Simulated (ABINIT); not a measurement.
## Run report: GaP, dielectric calculation (part 2 of 2)

GaP (2 atoms in the cell); Kohn-Sham DFT of a periodic cell, PBE, PseudoDojo NC SR PBE v0.4.1 standard, no spin polarisation (ABINIT 10.8.3); cutoff 1088.46 eV, 4×4×4 k-mesh, fixed occupations. The structure derives from an entry of the Crystallography Open Database.

Geometry of the input (Å; fractional positions):
```
0.0000  2.7252  2.7252
2.7252  0.0000  2.7252
2.7252  2.7252  0.0000
Ga 0.0000  0.0000  0.0000
P  0.7500  0.7500  0.7500
```

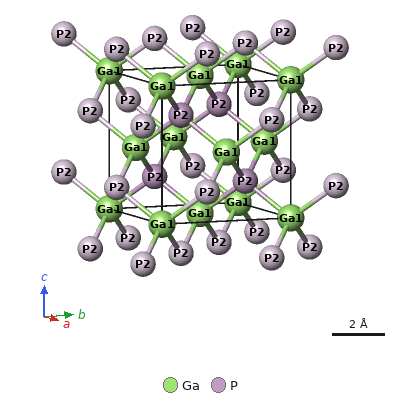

**Figure 1.** The structure as given in the input (ball-and-stick view of the cell 4 times as large as that of the calculation, set on its symmetry axes, seen slightly off an axis; neighbours outside the cell are drawn fainter; atoms are numbered from 1 in the order of the input).

Log, continued
```
================================================================================
== DATASET  2 ==================================================================

--- !DatasetInfo
iteration_state: {dtset: 2, }
dimensions: {natom: 2, nkpt: 128, mband: 9, nsppol: 1, nspinor: 1, nspden: 1, mpw: 3311, }
cutoff_energies: {ecut:  40.0, pawecutdg:  -1.0, }
electrons: {nelect:   1.80000000E+01, charge:   0.00000000E+00, occopt:   1.00000000E+00, tsmear:   1.00000000E-02, }
meta: {optdriver: 1, rfelfd: 2, }
...

 mkfilename : getwfk/=0, take file _WFK from output of DATASET   1.

 Exchange-correlation functional for the present dataset will be:
  GGA: Perdew-Burke-Ernzerhof functional - ixc=11
  J.P.Perdew, K.Burke, M.Ernzerhof, PRL 77, 3865 (1996)

 Real(R)+Recip(G) space primitive vectors, cartesian coordinates (Bohr,Bohr^-1):
 R(1)=  0.0000000  5.1499761  5.1499761  G(1)= -0.0970878  0.0970878  0.0970878
 R(2)=  5.1499761  0.0000000  5.1499761  G(2)=  0.0970878 -0.0970878  0.0970878
 R(3)=  5.1499761  5.1499761  0.0000000  G(3)=  0.0970878  0.0970878 -0.0970878
 Unit cell volume ucvol=  2.7317795E+02 bohr^3
 Angles (23,13,12)=  6.00000000E+01  6.00000000E+01  6.00000000E+01 degrees
 setup1 : take into account q-point for computing boxcut.

 getcut: wavevector=  0.0000  0.0000  0.0000  ngfft=  45  45  45
         ecut(hartree)=     40.000   => boxcut(ratio)=   2.12196
--------------------------------------------------------------------------------

 ==>  initialize data related to q vector <==

 The list of irreducible perturbations for this q vector is:
    1)    idir= 1    ipert=   3
    2)    idir= 2    ipert=   3
    3)    idir= 3    ipert=   3

================================================================================

--------------------------------------------------------------------------------
 Perturbation wavevector (in red.coord.)   0.000000  0.000000  0.000000
 Perturbation : derivative vs k along direction   1
 The set of symmetries contains only one element for this perturbation.
 symkpt : not enough symmetry to change the number of k points.

--------------------------------------------------------------------------------

--------------------------------------------------------------------------------

 Initialisation of the first-order wave-functions :
  ireadwf=   0

--- !BeginCycle
iteration_state: {dtset: 2, }
solver: {iscf: -3, nstep: 80, nline: 4, wfoptalg: 0, }
tolerances: {tolwfr: 1.00E-18, }
...

     iter   2DEtotal(Ha)        deltaE(Ha) residm    vres2
-ETOT  1  -41.788278262588     -4.179E+01 1.074E+00 0.000E+00
 ETOT  2  -41.941245486705     -1.530E-01 4.669E-02 0.000E+00
 ETOT  3  -41.944793758670     -3.548E-03 2.851E-03 0.000E+00
 ETOT  4  -41.944979221498     -1.855E-04 2.433E-04 0.000E+00
 ETOT  5  -41.944991842141     -1.262E-05 1.968E-05 0.000E+00
 ETOT  6  -41.944992790722     -9.486E-07 1.757E-06 0.000E+00
 ETOT  7  -41.944992865366     -7.464E-08 1.436E-07 0.000E+00
 ETOT  8  -41.944992871395     -6.030E-09 1.311E-08 0.000E+00
 ETOT  9  -41.944992871891     -4.956E-10 1.068E-09 0.000E+00
 ETOT 10  -41.944992871932     -4.118E-11 9.885E-11 0.000E+00
 ETOT 11  -41.944992871936     -3.439E-12 8.079E-12 0.000E+00
 ETOT 12  -41.944992871936     -3.126E-13 7.562E-13 0.000E+00
 ETOT 13  -41.944992871936     -1.421E-14 6.168E-14 0.000E+00
 ETOT 14  -41.944992871936     -2.132E-14 5.808E-15 0.000E+00
 ETOT 15  -41.944992871936      2.842E-14 4.717E-16 0.000E+00
 ETOT 16  -41.944992871936     -7.105E-15 4.480E-17 0.000E+00
 ETOT 17  -41.944992871936     -2.132E-14 3.615E-18 0.000E+00
 ETOT 18  -41.944992871936      7.105E-15 9.986E-19 0.000E+00

 At SCF step   18   max residual=  9.99E-19 < tolwfr=  1.00E-18 =>converged.
================================================================================

 ----iterations are completed or convergence reached----

 Mean square residual over all n,k,spin=   54.447E-20; max=  99.864E-20
 dfpt_looppert : ek2=    4.0189543217E+01
          f-sum rule ratio=    1.0049739959E+00
 Expectation of eigenvalue derivatives (hartree) for nkpt= 128  k points:
  (in case of degenerate eigenvalues, averaged derivative)
 kpt#   1, nband=  9, wtk=  0.00781, kpt= -0.1250 -0.2500  0.0000 (reduced coord)
   0.00460   -0.00357   -0.00290    0.00283   -0.00144   -0.03921   -0.08976    0.17060
   0.24546
 prteigrs : prtvol=0 or 1, do not print more k-points.

 2DEtotal=   -0.4194499287E+02 Ha. Also 2DEtotal=   -0.114138140212E+04 eV
    (  non-var. 2DEtotal :   -4.1944992870E+01 Ha)

--------------------------------------------------------------------------------
 Perturbation wavevector (in red.coord.)   0.000000  0.000000  0.000000
 Perturbation : derivative vs k along direction   2
 The set of symmetries contains only one element for this perturbation.
 symkpt : not enough symmetry to change the number of k points.

--------------------------------------------------------------------------------

--------------------------------------------------------------------------------

 Initialisation of the first-order wave-functions :
  ireadwf=   0

--- !BeginCycle
iteration_state: {dtset: 2, }
solver: {iscf: -3, nstep: 80, nline: 4, wfoptalg: 0, }
tolerances: {tolwfr: 1.00E-18, }
...

     iter   2DEtotal(Ha)        deltaE(Ha) residm    vres2
-ETOT  1  -41.788278262452     -4.179E+01 1.074E+00 0.000E+00
 ETOT  2  -41.941245486569     -1.530E-01 4.669E-02 0.000E+00
 ETOT  3  -41.944793758534     -3.548E-03 2.851E-03 0.000E+00
 ETOT  4  -41.944979221362     -1.855E-04 2.433E-04 0.000E+00
 ETOT  5  -41.944991842005     -1.262E-05 1.968E-05 0.000E+00
 ETOT  6  -41.944992790586     -9.486E-07 1.757E-06 0.000E+00
 ETOT  7  -41.944992865230     -7.464E-08 1.436E-07 0.000E+00
 ETOT  8  -41.944992871259     -6.030E-09 1.311E-08 0.000E+00
 ETOT  9  -41.944992871755     -4.955E-10 1.068E-09 0.000E+00
 ETOT 10  -41.944992871796     -4.129E-11 9.885E-11 0.000E+00
 ETOT 11  -41.944992871799     -3.340E-12 8.079E-12 0.000E+00
 ETOT 12  -41.944992871800     -3.553E-13 7.562E-13 0.000E+00
 ETOT 13  -41.944992871800      2.132E-14 6.168E-14 0.000E+00
 ETOT 14  -41.944992871800     -4.974E-14 5.808E-15 0.000E+00
 ETOT 15  -41.944992871800     -7.105E-15 4.717E-16 0.000E+00
 ETOT 16  -41.944992871800      2.842E-14 4.480E-17 0.000E+00
 ETOT 17  -41.944992871800     -7.105E-15 3.615E-18 0.000E+00
 ETOT 18  -41.944992871800      1.421E-14 9.986E-19 0.000E+00

 At SCF step   18   max residual=  9.99E-19 < tolwfr=  1.00E-18 =>converged.
================================================================================

 ----iterations are completed or convergence reached----

 Mean square residual over all n,k,spin=   54.454E-20; max=  99.864E-20
 dfpt_looppert : ek2=    4.0189543217E+01
          f-sum rule ratio=    1.0049739959E+00
 Expectation of eigenvalue derivatives (hartree) for nkpt= 128  k points:
  (in case of degenerate eigenvalues, averaged derivative)
 kpt#   1, nband=  9, wtk=  0.00781, kpt= -0.1250 -0.2500  0.0000 (reduced coord)
   0.00751   -0.00233   -0.00317    0.00032   -0.00092   -0.18288    0.58569    0.12148
   0.16267
 prteigrs : prtvol=0 or 1, do not print more k-points.

 2DEtotal=   -0.4194499287E+02 Ha. Also 2DEtotal=   -0.114138140212E+04 eV
    (  non-var. 2DEtotal :   -4.1944992870E+01 Ha)

--------------------------------------------------------------------------------
 Perturbation wavevector (in red.coord.)   0.000000  0.000000  0.000000
 Perturbation : derivative vs k along direction   3
 The set of symmetries contains only one element for this perturbation.
 symkpt : not enough symmetry to change the number of k points.

--------------------------------------------------------------------------------

--------------------------------------------------------------------------------

 Initialisation of the first-order wave-functions :
  ireadwf=   0

--- !BeginCycle
iteration_state: {dtset: 2, }
solver: {iscf: -3, nstep: 80, nline: 4, wfoptalg: 0, }
tolerances: {tolwfr: 1.00E-18, }
...

     iter   2DEtotal(Ha)        deltaE(Ha) residm    vres2
-ETOT  1  -41.788278262316     -4.179E+01 1.074E+00 0.000E+00
 ETOT  2  -41.941245486433     -1.530E-01 4.669E-02 0.000E+00
 ETOT  3  -41.944793758398     -3.548E-03 2.851E-03 0.000E+00
 ETOT  4  -41.944979221226     -1.855E-04 2.433E-04 0.000E+00
 ETOT  5  -41.944991841869     -1.262E-05 1.968E-05 0.000E+00
 ETOT  6  -41.944992790450     -9.486E-07 1.757E-06 0.000E+00
 ETOT  7  -41.944992865094     -7.464E-08 1.436E-07 0.000E+00
 ETOT  8  -41.944992871123     -6.029E-09 1.311E-08 0.000E+00
 ETOT  9  -41.944992871619     -4.956E-10 1.068E-09 0.000E+00
 ETOT 10  -41.944992871660     -4.118E-11 9.885E-11 0.000E+00
 ETOT 11  -41.944992871664     -3.546E-12 8.079E-12 0.000E+00
 ETOT 12  -41.944992871664     -3.055E-13 7.562E-13 0.000E+00
 ETOT 13  -41.944992871664     -4.974E-14 6.168E-14 0.000E+00
 ETOT 14  -41.944992871664     -7.105E-15 5.808E-15 0.000E+00
 ETOT 15  -41.944992871664      1.421E-14 4.717E-16 0.000E+00
 ETOT 16  -41.944992871664     -7.105E-15 4.480E-17 0.000E+00
 ETOT 17  -41.944992871664     -2.132E-14 3.615E-18 0.000E+00
 ETOT 18  -41.944992871664      2.842E-14 9.986E-19 0.000E+00

 At SCF step   18   max residual=  9.99E-19 < tolwfr=  1.00E-18 =>converged.
================================================================================

 ----iterations are completed or convergence reached----

 Mean square residual over all n,k,spin=   54.502E-20; max=  99.864E-20
 dfpt_looppert : ek2=    4.0189543217E+01
          f-sum rule ratio=    1.0049739959E+00
 Expectation of eigenvalue derivatives (hartree) for nkpt= 128  k points:
  (in case of degenerate eigenvalues, averaged derivative)
 kpt#   1, nband=  9, wtk=  0.00781, kpt= -0.1250 -0.2500  0.0000 (reduced coord)
  -0.00606    0.00295    0.00303   -0.00158    0.00118    0.11104   -0.24797   -0.14604
  -0.20406
 prteigrs : prtvol=0 or 1, do not print more k-points.

 2DEtotal=   -0.4194499287E+02 Ha. Also 2DEtotal=   -0.114138140212E+04 eV
    (  non-var. 2DEtotal :   -4.1944992869E+01 Ha)
================================================================================

 ---- first-order wavefunction calculations are completed ----

 Total localisation tensor (bohr^2) in cartesian coordinates
  WARNING : still subject to testing - especially symmetries.
      direction              matrix element
   alpha     beta       real part   imaginary part
     1        1       1.8824091829    0.0000000000
     1        2       0.9412045915    0.0000000000
     1        3       0.9412045915   -0.0000000000
     2        1       0.9412045915    0.0000000000
     2        2       1.8824091829    0.0000000000
     2        3       0.9412045915   -0.0000000000
     3        1       0.9412045915   -0.0000000000
     3        2       0.9412045915   -0.0000000000
     3        3       1.8824091829   -0.0000000000

 respfn : d/dk was computed, but no 2DTE, so no DDB output.

================================================================================
== DATASET  3 ==================================================================

--- !DatasetInfo
iteration_state: {dtset: 3, }
dimensions: {natom: 2, nkpt: 128, mband: 9, nsppol: 1, nspinor: 1, nspden: 1, mpw: 3311, }
cutoff_energies: {ecut:  40.0, pawecutdg:  -1.0, }
electrons: {nelect:   1.80000000E+01, charge:   0.00000000E+00, occopt:   1.00000000E+00, tsmear:   1.00000000E-02, }
meta: {optdriver: 1, rfelfd: 3, }
...

 mkfilename : getwfk/=0, take file _WFK from output of DATASET   1.

 mkfilename : getddk/=0, take file _1WF from output of DATASET   2.

 Exchange-correlation functional for the present dataset will be:
  GGA: Perdew-Burke-Ernzerhof functional - ixc=11
  J.P.Perdew, K.Burke, M.Ernzerhof, PRL 77, 3865 (1996)

 Real(R)+Recip(G) space primitive vectors, cartesian coordinates (Bohr,Bohr^-1):
 R(1)=  0.0000000  5.1499761  5.1499761  G(1)= -0.0970878  0.0970878  0.0970878
 R(2)=  5.1499761  0.0000000  5.1499761  G(2)=  0.0970878 -0.0970878  0.0970878
 R(3)=  5.1499761  5.1499761  0.0000000  G(3)=  0.0970878  0.0970878 -0.0970878
 Unit cell volume ucvol=  2.7317795E+02 bohr^3
 Angles (23,13,12)=  6.00000000E+01  6.00000000E+01  6.00000000E+01 degrees
 setup1 : take into account q-point for computing boxcut.

 getcut: wavevector=  0.0000  0.0000  0.0000  ngfft=  45  45  45
         ecut(hartree)=     40.000   => boxcut(ratio)=   2.12196
--------------------------------------------------------------------------------

 ==>  initialize data related to q vector <==

 The list of irreducible perturbations for this q vector is:
    1)    idir= 1    ipert=   4

================================================================================

 The perturbation idir=   2  ipert=   4 is
 symmetric of a previously calculated perturbation.
 So, its SCF calculation is not needed.

 The perturbation idir=   3  ipert=   4 is
 symmetric of a previously calculated perturbation.
 So, its SCF calculation is not needed.

--------------------------------------------------------------------------------
 Perturbation wavevector (in red.coord.)   0.000000  0.000000  0.000000
 Perturbation : homogeneous electric field along direction   1
 The set of symmetries contains only one element for this perturbation.
 symkpt : not enough symmetry to change the number of k points.

--------------------------------------------------------------------------------

--------------------------------------------------------------------------------

 Initialisation of the first-order wave-functions :
  ireadwf=   0

--- !BeginCycle
iteration_state: {dtset: 3, }
solver: {iscf: 7, nstep: 80, nline: 4, wfoptalg: 0, }
tolerances: {tolvrs: 1.00E-09, }
...

     iter   2DEtotal(Ha)        deltaE(Ha) residm    vres2
-ETOT  1  -230.44784255952     -2.304E+02 4.448E+01 5.226E+04
 ETOT  2  -243.54167664435     -1.309E+01 3.960E+00 3.861E+03
 ETOT  3  -244.38624029842     -8.446E-01 9.676E-02 7.352E+01
 ETOT  4  -244.39995282265     -1.371E-02 1.468E-02 2.480E+01
 ETOT  5  -244.40789897584     -7.946E-03 3.806E-04 2.632E-01
 ETOT  6  -244.40797901054     -8.003E-05 9.000E-05 1.240E-02
 ETOT  7  -244.40798262827     -3.618E-06 1.519E-06 6.090E-04
 ETOT  8  -244.40798286934     -2.411E-07 3.655E-07 1.765E-05
 ETOT  9  -244.40798288054     -1.120E-08 5.689E-09 6.565E-07
 ETOT 10  -244.40798288120     -6.594E-10 1.492E-09 4.774E-08
 ETOT 11  -244.40798288124     -3.826E-11 2.523E-11 2.309E-09
 ETOT 12  -244.40798288124     -6.196E-12 7.018E-12 9.654E-11

 At SCF step   12       vres2   =  9.65E-11 < tolvrs=  1.00E-09 =>converged.
-open ddk wf file :runo_DS2_1WF7
-open ddk wf file :runo_DS2_1WF8
-open ddk wf file :runo_DS2_1WF9
================================================================================

 ----iterations are completed or convergence reached----

 Mean square residual over all n,k,spin=   28.659E-15; max=  70.177E-13

 2DEtotal=   -0.2444079829E+03 Ha. Also 2DEtotal=   -0.665068002378E+04 eV
    (  non-var. 2DEtotal :   -2.4440798103E+02 Ha)
================================================================================

 ---- first-order wavefunction calculations are completed ----

 ==> Compute Derivative Database <==
 The violation of the charge neutrality conditions
 by the effective charges is as follows :
    atom        electric field
 displacement     direction
       1               1       -0.089539        0.000000
       1               2        0.000000        0.000000
       1               3        0.000000        0.000000
       2               1       -0.000000        0.000000
       2               2       -0.089539        0.000000
       2               3       -0.000000        0.000000
       3               1        0.000000        0.000000
       3               2       -0.000000        0.000000
       3               3       -0.089539        0.000000

 Effective charge tensors after
 imposition of the charge neutrality (if requested by user),
 and eventual restriction to some part :
   atom    displacement
         1         1    2.190703E+00    2.214667E-16    5.758535E-16
         1         2   -2.226225E-16    2.190703E+00   -5.569303E-16
         1         3    2.226225E-16   -2.214667E-16    2.190703E+00
         2         1   -2.190703E+00   -2.214667E-16   -5.758535E-16
         2         2    2.226225E-16   -2.190703E+00    5.569303E-16
         2         3   -2.226225E-16    2.214667E-16   -2.190703E+00
 Now, the imaginary part of the dynamical matrix is zeroed

  Dielectric tensor, in cartesian coordinates,
     j1       j2             matrix element
  dir pert dir pert     real part    imaginary part

   1    4   1    4        11.0709174560        -0.0000000000

   2    4   2    4        11.0709174560        -0.0000000000

   3    4   3    4        11.0709174560        -0.0000000000

  Effective charges, in cartesian coordinates,
  (from electric field response)
   if specified in the inputs, charge neutrality has been imposed
     j1       j2             matrix element
  dir pert dir pert     real part    imaginary part

   1    1   1    4         2.1907031781         0.0000000000
   1    2   1    4        -2.1907031781         0.0000000000

   2    1   2    4         2.1907031781         0.0000000000
   2    2   2    4        -2.1907031781         0.0000000000

   3    1   3    4         2.1907031781         0.0000000000
   3    2   3    4        -2.1907031781         0.0000000000

== END DATASET(S) ==============================================================
================================================================================

 -outvars: echo values of variables after computation  --------
            acell      7.2831660764E+00  7.2831660764E+00  7.2831660764E+00 Bohr
           etotal1    -8.3428633557E+01
           etotal2    -4.1944992872E+01
           etotal3    -2.4440798288E+02
            fcart1     6.6376953514E-30  6.6376953514E-30 -1.9913086054E-29
                      -6.6376953514E-30 -6.6376953514E-30  1.9913086054E-29
            fcart3     0.0000000000E+00  0.0000000000E+00  0.0000000000E+00
                       0.0000000000E+00  0.0000000000E+00  0.0000000000E+00
            rprim      0.0000000000E+00  7.0710678120E-01  7.0710678120E-01
                       7.0710678120E-01  0.0000000000E+00  7.0710678120E-01
                       7.0710678120E-01  7.0710678120E-01  0.0000000000E+00
           strten1    -8.8007533916E-05 -8.8007533916E-05 -8.8007533916E-05
                       0.0000000000E+00  0.0000000000E+00  0.0000000000E+00
           strten3     0.0000000000E+00  0.0000000000E+00  0.0000000000E+00
                       0.0000000000E+00  0.0000000000E+00  0.0000000000E+00
           xangst      0.0000000000E+00  0.0000000000E+00  0.0000000000E+00
                       4.0878749973E+00  4.0878749973E+00  4.0878749973E+00
             xred      0.0000000000E+00  0.0000000000E+00  0.0000000000E+00
                       7.5000000000E-01  7.5000000000E-01  7.5000000000E-01
 Calculation completed.
```

Summary

- outcome: converged
- space group (tolerance 0.01 Å): F-43m (216)
- electrons treated: 18
- free energy: −2270.2088 eV
- Fermi energy: 4.121 eV
- pressure: 2.59 GPa
- largest force (length of the vector): under 0.001 eV/Å
- ε∞ (xx, yy, zz): 11.07, 11.07, 11.07
- Born charges (mean of the diagonal): Ga1 (2.19 e); P2 (−2.19 e)
- wall time: 10 min
- peak memory: 0.26 GiB

Remarks

The k-point mesh is coarse for a cell of this size, so the results may not be converged.
